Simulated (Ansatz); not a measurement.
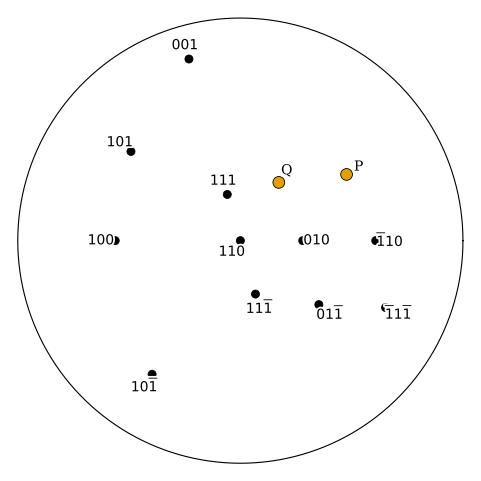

Stereographic projection of plane normals (upper hemisphere) centred on (1 1 0). Crystal: C, coordinates from a relaxation with DFT PBE, scalar-relativistic, plane waves, PAW (Ansatz 0.2.0). The drawing is computed from the coordinates (standard cell, symmetry found to 0.002 Å).

a = 4.273 Å, b = 2.467 Å, c = 4.479 Å, α = 90.00°, β = 108.33°, γ = 90.00°.

Q: Index the poles marked P, Q.

A: P is (−1 1 1), 58.7° from the centre; Q is (0 1 1), 34.8° from the centre.

Q: What is the angle between the normals of (1 0 −1) and (−1 1 1), and what are their d_hkl = 1/|g|?

A: 124.8°; d = 3.544 Å and 2.025 Å.
